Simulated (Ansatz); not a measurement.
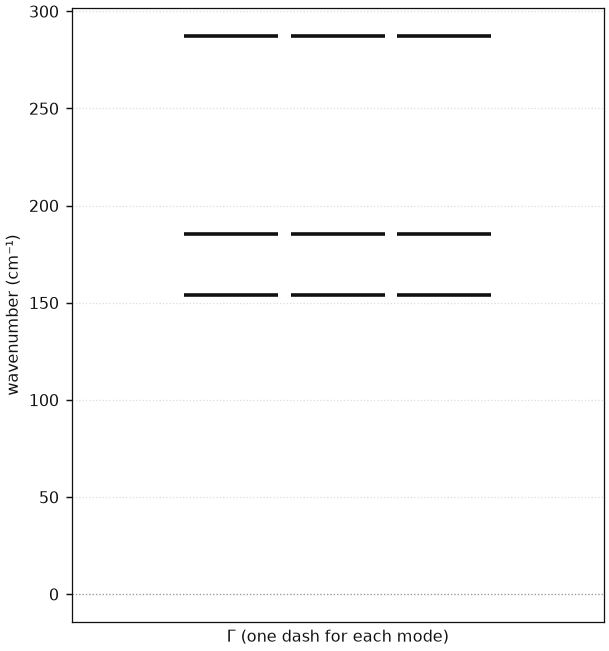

The picture above shows the zone-centre optical phonon frequencies (the three acoustic modes are left out) for AlCu₃, space group Fm-3m (No. 225).

Structure:
```yaml
crystal:
  lattice:
    - [0.00000, 2.90316, 2.90316]
    - [2.90316, 0.00000, 2.90316]
    - [2.90316, 2.90316, 0.00000]
  atoms:
    - { symbol: Al, position: [0.00000, 0.00000, 0.00000] }
    - { symbol: Cu, position: [0.50000, 0.50000, 0.50000] }
    - { symbol: Cu, position: [0.25000, 0.25000, 0.25000] }
    - { symbol: Cu, position: [0.75000, 0.75000, 0.75000] }
```

How it was computed, with Ansatz 0.2.0: harmonic phonon frequencies at the zone centre with atoms at rest in the given cell, without the long-range term of polar modes, the three translations left out, imaginary frequencies are negative; plane waves with PAW datasets, Γ-centred k mesh. Level: PBEsol, no spin polarisation.

- wave cutoff: 420 eV
- k mesh: 12×12×12
- occupations: Fermi–Dirac
- smearing width: 0.15 eV
- volume relative to the relaxed cell: 1.02
- phonon method: linear response

This calculation gives: highest mode 287.3 cm⁻¹ and lowest optical mode 154.2 cm⁻¹.

Now the cell is compressed by 7.5 % in volume, to 11.32 Å³/atom. The second calculation uses k mesh 14×14×14. Predict the effect.

The highest mode rises from 287.3 to 330.4 cm⁻¹ (+15 %) and the lowest optical mode rises from 154.2 to 185.1 cm⁻¹ (+20 %). The shift of the highest mode amounts to a Grüneisen parameter of 1.80.

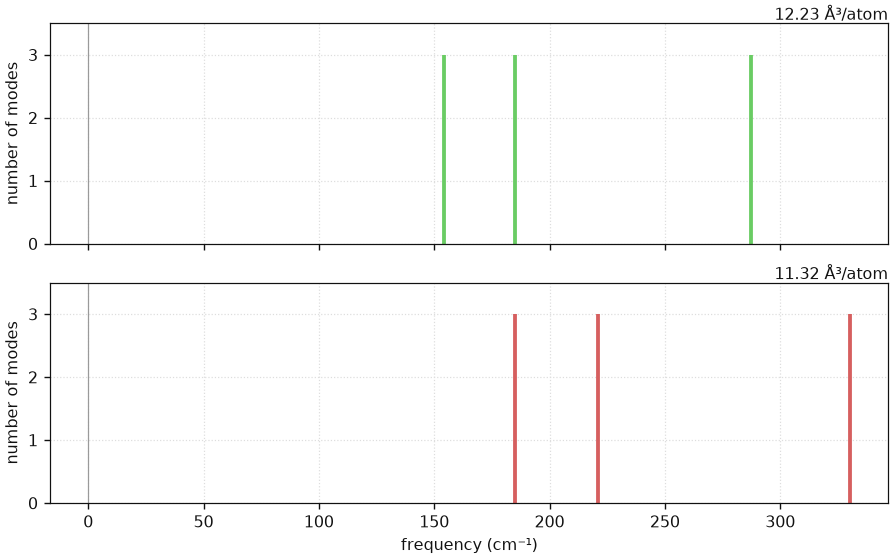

The two results together.

For both, limits of the calculation: metal sensitive to the k mesh.
